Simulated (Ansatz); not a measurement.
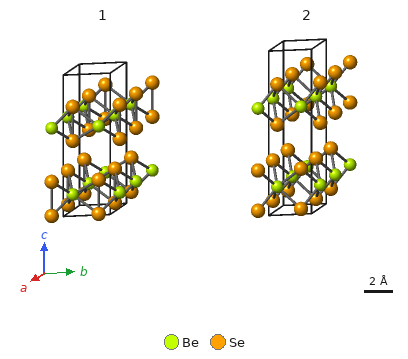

Two geometries of crystalline BeSe₂ (built on the 2H molybdenite_194 type), drawn at one scale. One is the start of a relaxation, the other its converged end. A ball-and-stick model of the cell of the calculation, repeated 3 × 2 × 1 with one cell outlined, seen slightly off an axis.

All numbers below come from Ansatz, DFT PBE, scalar-relativistic, plane waves, PAW. Set-up: plane-wave cutoff 420 eV; k-point mesh 12 × 12 × 4; occupations gaussian; smearing width 0.1 eV; no spin polarisation; cell and atoms relaxed; force threshold 0.01 eV/Å; at most 80 steps.

Which of the two is the end point?

Structure 1 is the relaxed one. Case: 2H molybdenite type (P6_3/mmc, No. 194). The largest moves relative to the cell, 0.023 Å, are those of Se atoms. Be stays in place. The drawn cell changes as follows: a = b 3.220 → 3.521 Å (+9.4 %), c 12.523 → 10.766 Å (−14.0 %); the volume changes by +2.8 %. Some distances before and after: Se–Se 3.068 → 2.592 Å, Se–Se 3.220 → 3.521 Å. Bond angles that change, for instance: Se–Be–Se 79.1° → 65.0°, Se–Be–Se 83.8° → 93.8°, Be–Se–Be 83.8° → 93.8°. The space group stays P6_3/mmc (No. 194). Over 5 accepted moves (7 points after the start) the energy falls by 0.938 eV per cell of the calculation. Largest force component: 0.29 eV/Å at the start, 0.0028 eV/Å at the end. Pressure: 0.02 GPa at the start and −0.02 GPa at the end. The line search rejected the trial step at point 4 of the run. The SCF was repeated once at an unchanged geometry on a basis and grid sized afresh for the cell, which shifted the energy by 1.1 meV per cell of the calculation at most. The run took 100 s on 1 thread of Arm Neoverse V2, with other jobs on the host, peak memory 0.49 GiB.
